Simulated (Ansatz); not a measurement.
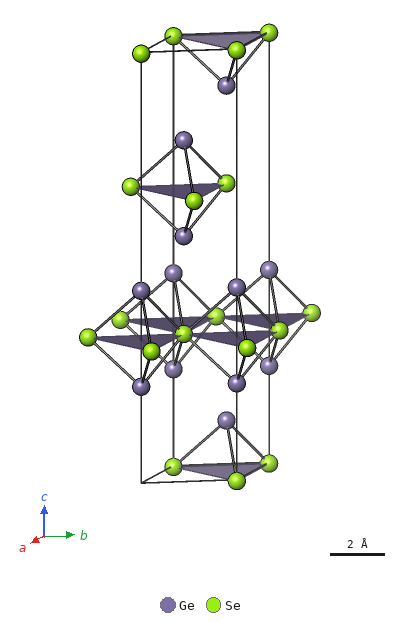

The input geometry (polyhedral view of the cell 3 times as large as that of the calculation, set on its symmetry axes, seen slightly off an axis; polyhedra are completed across the faces of the cell).

## Geometry relaxation, with input and output: Ge₂Se (part 1 of 2)

System: Ge₂Se (R3m, 3 atoms in the cell).
Method: DFT PBE, scalar-relativistic, plane waves, PAW, no spin polarisation (Ansatz 0.2.0).

The structure was made by swapping elements on the sites of another compound; it need not be a known phase. It belongs to a series of runs on one base structure; here: 3R molybdenite type (R3m, No. 160).

## What the program printed
```
basis.fft_grid_basis auto: the FFT boxes are laid along the combinations [[1, 0, -1], [0, 1, -1], [0, 0, 1]] of the cell's own vectors, 3.665, 3.665 and 5.903 Å long. The dense box has 25×25×40 points. Along the cell's own vectors, as sized, it would have 40×40×40, 2.56 times as many. Of the 6 symmetry operations that the crystal satisfies within crystal.symmetry.tolerance (time reversal apart; of a slab, those that keep its plane) the dense box along the cell's own vectors carries 6, and the one as laid loses 4 of those. basis.fft_grid_basis: typed keeps the cell's own vectors: state it where this run's energies or levels are differenced outside the engine with another run's, or held beside a run that keeps those vectors.
Engine: ansatz 0.2.0, x86_64-unknown-linux-gnu
Pseudopotentials: kind: paw
Pseudopotential: Ge, paw, valence charge 14, recommended cutoff 420 eV (normal), Ge.paw.azcp
Pseudopotential: Se, paw, valence charge 16, recommended cutoff 420 eV (normal), Se.paw.azcp
Functional definition: PBE
  parameter kappa = 0.804
  parameter beta = 0.06672455060314922
  exchange = pbe_x(kappa = kappa, mu = beta*pi^2/3)
  correlation = pbe_c(beta = beta)
Crystal: 3 atoms, lattice volume = 64.119 Å³
Basis set: ecut = 420 eV, 1225 PW (Γ), FFT grids on a1−a3, a2−a3, a3, exchange–correlation on 50×50×80 points (8 copies of the dense FFT grid, shifted against one another)
Bands: 27, of which v1, the nominal top of the filled ones, is band 22 counted from 1 (21 counted from 0)
Symmetry: 6 space group operations
Space group: R3m (ITA 160), of the structure as read, at distance tolerance 4.0e-5 Å
k-points: 189 of 1728 (time reversal used)
Non-local potential: Ge, projectors of the file, l = 0: 2, l = 1: 2, l = 2: 3, l = 3: 1
Non-local potential: Se, projectors of the file, l = 0: 2, l = 1: 2, l = 2: 3, l = 3: 1
PAW form: soft (Blöchl's): semilocal exchange-correlation on the pseudo side does not see the compensation charge
PAW one-centre angular grid: Ge, 590 points (default); XC on 64 Gauss nodes
PAW one-centre angular grid: Se, 590 points (default); XC on 64 Gauss nodes
Initial density: superposition of atomic densities (neutral atoms: chi_scale 0, normalization atom), corrected by the library's trained network
Initial wavefunctions: pseudopotential atomic-orbital guess
Functional: x = pbe(κ = 0.804, μ = 0.2195149727645171), c = pbe(β = 0.06672455060314922)
SCF iter   1: F=—  HF=-14058.559464 eV  |F-HF|=—  |Δ(HF+E_count)|=         —  Δρ=2.13e-3  dr2=4.02e-3  ethr=1.77e-3  ⟨swp⟩=5.5  Hψ=19955  notcnv=0
preconditioner: auto → Kerker (q_TF=auto, 2.562 Å⁻¹)  [metal: Δε(μ)=0.020 eV  Ē_g=20.333 eV  σ=0.100 eV  W_gap=0.11  n_scr=22 (ndim 8)  ℏωp=27.0 eV  f_vac=0.000  D(μ)=1.70/eV (n_scr^D=14)]
SCF iter   2: F=—  HF=-14058.558847 eV  |F-HF|=—  |Δ(HF+E_count)|=   6.17e-4  Δρ=1.34e-3  dr2=1.89e-3  ethr=9.13e-6  ⟨swp⟩=2.8  Hψ=9371  notcnv=0
SCF iter   3: F=—  HF=-14058.559142 eV  |F-HF|=—  |Δ(HF+E_count)|=   2.94e-4  Δρ=6.47e-4  dr2=2.45e-4  ethr=4.30e-6  ⟨swp⟩=2.0  Hψ=8193  notcnv=0
SCF iter   4: F=—  HF=-14058.558874 eV  |F-HF|=—  |Δ(HF+E_count)|=   2.68e-4  Δρ=2.71e-4  dr2=5.90e-5  ethr=5.57e-7  ⟨swp⟩=2.0  Hψ=8338  notcnv=0
SCF iter   5: F=—  HF=-14058.558866 eV  |F-HF|=—  |Δ(HF+E_count)|=   7.27e-6  Δρ=1.32e-4  dr2=1.26e-5  ethr=1.34e-7  ⟨swp⟩=2.0  Hψ=9143  notcnv=0
SCF iter   6: F=—  HF=-14058.558859 eV  |F-HF|=—  |Δ(HF+E_count)|=   7.16e-6  Δρ=8.75e-5  dr2=3.23e-6  ethr=2.86e-8  ⟨swp⟩=2.0  Hψ=9107  notcnv=0
SCF iter   7: F=—  HF=-14058.558857 eV  |F-HF|=—  |Δ(HF+E_count)|=   2.74e-6  Δρ=2.90e-5  dr2=5.61e-7  ethr=7.35e-9  ⟨swp⟩=2.0  Hψ=8142  notcnv=0
SCF iter   8: F=-14058.558856 eV  HF=-14058.558856 eV  |F-HF|=1.36e-9  |Δ(HF+E_count)|=   4.32e-8  Δρ=5.13e-6  dr2=2.15e-8  ethr=2.27e-10  ⟨swp⟩=4.5  Hψ=20548  notcnv=0
SCF 1 converged in 8 iterations: F = -14058.558856 eV  dr2 = 2.15e-8
  greatest PAW one-centre occupation: 1.000 electrons in one spin orbital (limit 2), on the Se atom at site 2 (counted from 0), in its partial waves of l = 2
relax step   1: F+E_penalty+E_count = -14058.55885646 eV  Δ(F+E_penalty+E_count) = +0.000e0 eV  max|allowed force component| = 7.632e-2 eV/Å  Δτ_max = 0.0000 Å  P = -0.048 GPa  Ω = 64.119 Å³  (8 SCF iters, dr2 threshold 1.00e-7 eV, accepted)
Crystal: 3 atoms, lattice volume = 64.015 Å³
Initial density: handed on by an earlier stage of this run
Initial wavefunctions: those handed on with the density
iter 1 solved again at ethr=6.65e-7 eV; its pass at ethr=3.10e-3 eV (dr2=2.93e-4 eV) is discarded
SCF iter   1: F=—  HF=-14058.559690 eV  |F-HF|=—  |Δ(HF+E_count)|=         —  Δρ=7.32e-4  dr2=2.96e-4  ethr=6.65e-7  ⟨swp⟩=2.0  Hψ=21165  notcnv=0
preconditioner: auto → Kerker (q_TF=auto, 2.563 Å⁻¹)  [metal: Δε(μ)=0.019 eV  Ē_g=20.343 eV  σ=0.100 eV  W_gap=0.11  n_scr=22 (ndim 8)  ℏωp=27.1 eV  f_vac=0.000  D(μ)=1.70/eV (n_scr^D=14)]
SCF iter   2: F=—  HF=-14058.559648 eV  |F-HF|=—  |Δ(HF+E_count)|=   4.28e-5  Δρ=4.00e-4  dr2=9.69e-5  ethr=6.65e-7  ⟨swp⟩=1.0  Hψ=5103  notcnv=0
SCF iter   3: F=—  HF=-14058.559636 eV  |F-HF|=—  |Δ(HF+E_count)|=   1.16e-5  Δρ=6.58e-5  dr2=3.97e-6  ethr=2.20e-7  ⟨swp⟩=3.0  Hψ=9318  notcnv=0
SCF iter   4: F=—  HF=-14058.559636 eV  |F-HF|=—  |Δ(HF+E_count)|=   8.43e-8  Δρ=3.25e-5  dr2=9.05e-7  ethr=9.01e-9  ⟨swp⟩=2.0  Hψ=9238  notcnv=0
SCF iter   5: F=-14058.559636 eV  HF=-14058.559636 eV  |F-HF|=2.26e-8  |Δ(HF+E_count)|=   1.18e-7  Δρ=1.03e-5  dr2=1.67e-7  ethr=6.82e-10  ⟨swp⟩=5.0  Hψ=21597  notcnv=0
SCF 2 converged in 5 iterations: F = -14058.559636 eV  dr2 = 1.67e-7
relax step   2: F+E_penalty+E_count = -14058.55963599 eV  Δ(F+E_penalty+E_count) = -7.795e-4 eV  max|allowed force component| = 1.982e-2 eV/Å  Δτ_max = 0.0114 Å  P = -0.045 GPa  Ω = 64.015 Å³  energy of the carried Pulay correction = +1.483e-5 eV  (5 SCF iters, dr2 threshold 3.00e-7 eV, accepted)
Crystal: 3 atoms, lattice volume = 63.927 Å³
Basis set: ecut = 420 eV, 1237 PW (Γ), FFT grids on a1−a3, a2−a3, a3, exchange–correlation on 50×50×80 points (8 copies of the dense FFT grid, shifted against one another)
iter 1 solved again at ethr=7.05e-7 eV; its pass at ethr=3.10e-3 eV (dr2=3.10e-4 eV) is discarded
SCF iter   1: F=—  HF=-14058.560068 eV  |F-HF|=—  |Δ(HF+E_count)|=         —  Δρ=5.47e-4  dr2=3.17e-4  ethr=7.05e-7  ⟨swp⟩=2.0  Hψ=24567  notcnv=0
preconditioner: auto → Kerker (q_TF=auto, 2.564 Å⁻¹)  [metal: Δε(μ)=0.017 eV  Ē_g=20.351 eV  σ=0.100 eV  W_gap=0.09  n_scr=22 (ndim 8)  ℏωp=27.1 eV  f_vac=0.000  D(μ)=1.70/eV (n_scr^D=14)]
SCF iter   2: F=—  HF=-14058.560029 eV  |F-HF|=—  |Δ(HF+E_count)|=   3.91e-5  Δρ=3.00e-4  dr2=1.07e-4  ethr=7.05e-7  ⟨swp⟩=1.0  Hψ=5105  notcnv=0
SCF iter   3: F=—  HF=-14058.560014 eV  |F-HF|=—  |Δ(HF+E_count)|=   1.52e-5  Δρ=7.09e-5  dr2=1.05e-5  ethr=2.43e-7  ⟨swp⟩=2.0  Hψ=9221  notcnv=0
SCF iter   4: F=—  HF=-14058.560011 eV  |F-HF|=—  |Δ(HF+E_count)|=   2.49e-6  Δρ=4.29e-5  dr2=2.14e-6  ethr=2.40e-8  ⟨swp⟩=2.0  Hψ=9227  notcnv=0
SCF iter   5: F=—  HF=-14058.560011 eV  |F-HF|=—  |Δ(HF+E_count)|=   2.91e-7  Δρ=1.38e-5  dr2=2.21e-7  ethr=4.87e-9  ⟨swp⟩=2.0  Hψ=6357  notcnv=0
SCF iter   6: F=-14058.560011 eV  HF=-14058.560011 eV  |F-HF|=7.49e-8  |Δ(HF+E_count)|=   5.19e-8  Δρ=7.81e-6  dr2=3.86e-8  ethr=3.96e-10  ⟨swp⟩=5.0  Hψ=21428  notcnv=0
SCF 3 converged in 6 iterations: F = -14058.560011 eV  dr2 = 3.86e-8
relax step   3: F+E_penalty+E_count = -14058.56001113 eV  Δ(F+E_penalty+E_count) = -3.751e-4 eV  max|allowed force component| = 3.105e-3 eV/Å  Δτ_max = 0.0068 Å  P = +0.064 GPa  Ω = 63.927 Å³  energy of the carried Pulay correction = +2.737e-5 eV  (6 SCF iters, dr2 threshold 1.74e-7 eV, accepted)
Crystal: 3 atoms, lattice volume = 64.039 Å³
iter 1 solved again at ethr=2.21e-8 eV; its pass at ethr=3.10e-3 eV (dr2=9.71e-6 eV) is discarded
SCF iter   1: F=—  HF=-14058.560044 eV  |F-HF|=—  |Δ(HF+E_count)|=         —  Δρ=1.55e-4  dr2=8.95e-6  ethr=2.21e-8  ⟨swp⟩=3.3  Hψ=27484  notcnv=0
preconditioner: auto → Kerker (q_TF=auto, 2.563 Å⁻¹)  [metal: Δε(μ)=0.022 eV  Ē_g=20.340 eV  σ=0.100 eV  W_gap=0.12  n_scr=22 (ndim 8)  ℏωp=27.1 eV  f_vac=0.000  D(μ)=1.70/eV (n_scr^D=14)]
SCF iter   2: F=—  HF=-14058.560045 eV  |F-HF|=—  |Δ(HF+E_count)|=   1.11e-6  Δρ=8.83e-5  dr2=3.14e-6  ethr=2.03e-8  ⟨swp⟩=1.4  Hψ=6454  notcnv=0
SCF iter   3: F=—  HF=-14058.560046 eV  |F-HF|=—  |Δ(HF+E_count)|=   1.60e-7  Δρ=1.95e-5  dr2=2.35e-7  ethr=7.13e-9  ⟨swp⟩=3.0  Hψ=9342  notcnv=0
SCF iter   4: F=—  HF=-14058.560046 eV  |F-HF|=—  |Δ(HF+E_count)|=   3.15e-8  Δρ=9.51e-6  dr2=7.10e-8  ethr=5.35e-10  ⟨swp⟩=2.0  Hψ=8208  notcnv=0
SCF iter   5: F=-14058.560046 eV  HF=-14058.560046 eV  |F-HF|=1.59e-9  |Δ(HF+E_count)|=   9.56e-9  Δρ=2.56e-6  dr2=1.10e-8  ethr=4.89e-11  ⟨swp⟩=4.0  Hψ=17420  notcnv=0
SCF 4 converged in 5 iterations: F = -14058.560046 eV  dr2 = 1.10e-8
relax step   4: F+E_penalty+E_count = -14058.56004561 eV  Δ(F+E_penalty+E_count) = -3.447e-5 eV  max|allowed force component| = 2.825e-3 eV/Å  Δτ_max = 0.0024 Å  P = -0.028 GPa  Ω = 64.039 Å³  energy of the carried Pulay correction = +1.131e-5 eV  (5 SCF iters, dr2 threshold 2.15e-8 eV, accepted)
Initial wavefunctions: pseudopotential atomic-orbital guess (no wavefunctions were taken with the density)
iter 1 solved again at ethr=7.60e-8 eV; its pass at ethr=3.10e-3 eV (dr2=3.35e-5 eV) is discarded
SCF iter   1: F=—  HF=-14058.558958 eV  |F-HF|=—  |Δ(HF+E_count)|=         —  Δρ=4.06e-4  dr2=2.23e-6  ethr=7.60e-8  ⟨swp⟩=3.0  Hψ=30340  notcnv=0
preconditioner: auto → Kerker (q_TF=auto, 2.563 Å⁻¹)  [metal: Δε(μ)=0.022 eV  Ē_g=20.341 eV  σ=0.100 eV  W_gap=0.12  n_scr=22 (ndim 8)  ℏωp=27.1 eV  f_vac=0.000  D(μ)=1.70/eV (n_scr^D=14)]
SCF iter   2: F=—  HF=-14058.559755 eV  |F-HF|=—  |Δ(HF+E_count)|=   7.97e-4  Δρ=2.06e-4  dr2=5.65e-7  ethr=5.06e-9  ⟨swp⟩=2.0  Hψ=6179  notcnv=0
SCF iter   3: F=—  HF=-14058.560030 eV  |F-HF|=—  |Δ(HF+E_count)|=   2.75e-4  Δρ=3.22e-6  dr2=3.79e-9  ethr=1.28e-9  ⟨swp⟩=2.0  Hψ=6400  notcnv=0
SCF iter   4: F=—  HF=-14058.560030 eV  |F-HF|=—  |Δ(HF+E_count)|=   5.10e-8  Δρ=1.04e-6  dr2=1.50e-9  ethr=8.62e-12  ⟨swp⟩=2.0  Hψ=9220  notcnv=0
SCF iter   5: F=—  HF=-14058.560030 eV  |F-HF|=—  |Δ(HF+E_count)|=  4.20e-10  Δρ=6.82e-7  dr2=6.79e-10  ethr=3.41e-12  ⟨swp⟩=2.6  Hψ=9268  notcnv=0
SCF iter   6: F=—  HF=-14058.560030 eV  |F-HF|=—  |Δ(HF+E_count)|=  2.82e-10  Δρ=2.47e-7  dr2=7.14e-11  ethr=1.54e-12  ⟨swp⟩=2.0  Hψ=6399  notcnv=0
SCF iter   7: F=-14058.560030 eV  HF=-14058.560030 eV  |F-HF|=5.46e-12  |Δ(HF+E_count)|=  9.09e-12  Δρ=9.81e-8  dr2=1.04e-11  ethr=1.00e-12  ⟨swp⟩=5.0  Hψ=20414  notcnv=0
SCF 5 converged in 7 iterations: F = -14058.560030 eV  dr2 = 1.04e-11
relax step   5: F+E_penalty+E_count = -14058.56003005 eV  Δ(F+E_penalty+E_count) = +1.556e-5 eV  max|allowed force component| = 2.840e-3 eV/Å  Δτ_max = 0.0000 Å  P = -0.028 GPa  Ω = 64.039 Å³  stress off target by 3.69e-2 GPa  SCF on the basis re-selected at this cell (its energy is not comparable with the rows above)  (7 SCF iters)
```

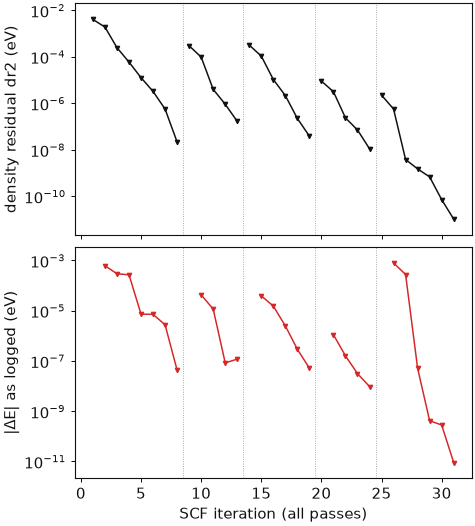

Convergence of the self-consistent field: density residual dr2 and size of the energy change against the SCF iteration. The dotted lines part the SCF passes of the relaxation: geometry steps, rejected trials and re-solves on a re-selected basis. The 5 passes take 5 to 8 iterations each, 31 in all.
